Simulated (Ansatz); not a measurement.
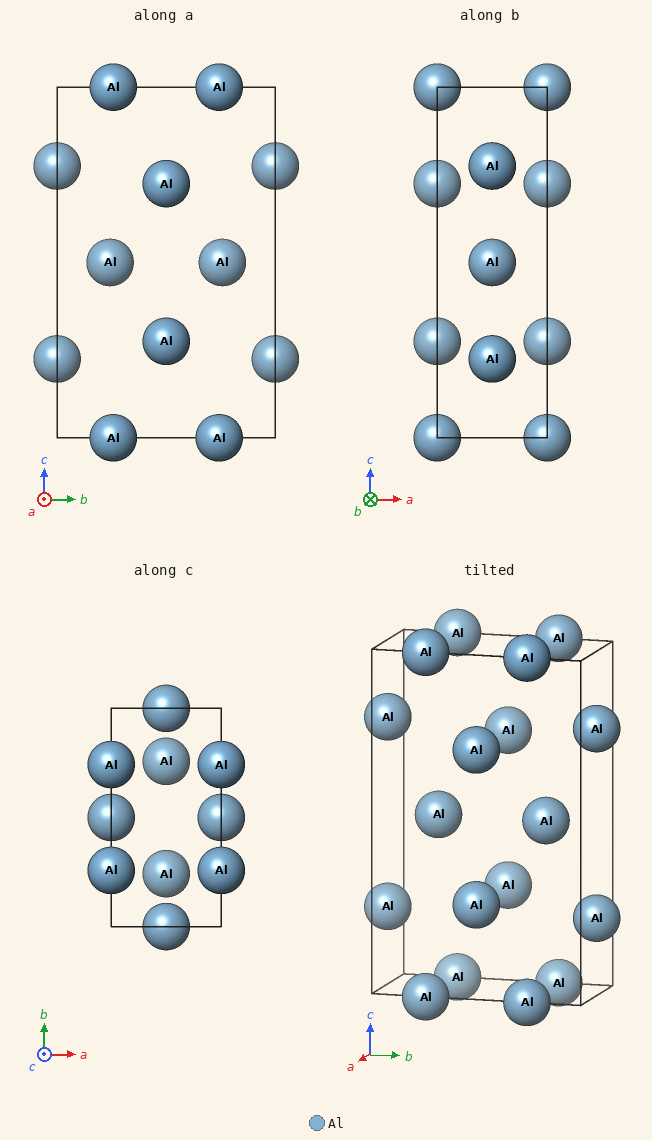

This spheres-only model is shown along the a axis, along the b axis, along the c axis and slightly off an axis. The parallelepiped is the conventional unit cell.

Lattice parameters: a = 2.804 Å, b = 5.558 Å, c = 8.932 Å, α = 90.00°, β = 90.00°, γ = 90.00°. Put a along x and b in the xy plane.

> From the views, write a POSCAR file, with free fractional coordinates to two decimals.

```
Al
1.0
     2.804    0.000    0.000
     0.000    5.558    0.000
     0.000    0.000    8.932
Al
8
Direct
  0.00 0.74 0.00
  0.00 0.26 0.00
  0.00 0.50 0.72
  0.00 0.50 0.28
  0.50 0.24 0.50
  0.50 0.76 0.50
  0.50 0.00 0.22
  0.50 0.00 0.78
```

It derives from a structure type filled with this element by a generator (whether the element takes this form wasn't checked). It is drawn as it came out of a relaxation with DFT PBE, scalar-relativistic, plane waves, PAW (Ansatz 0.2.0).
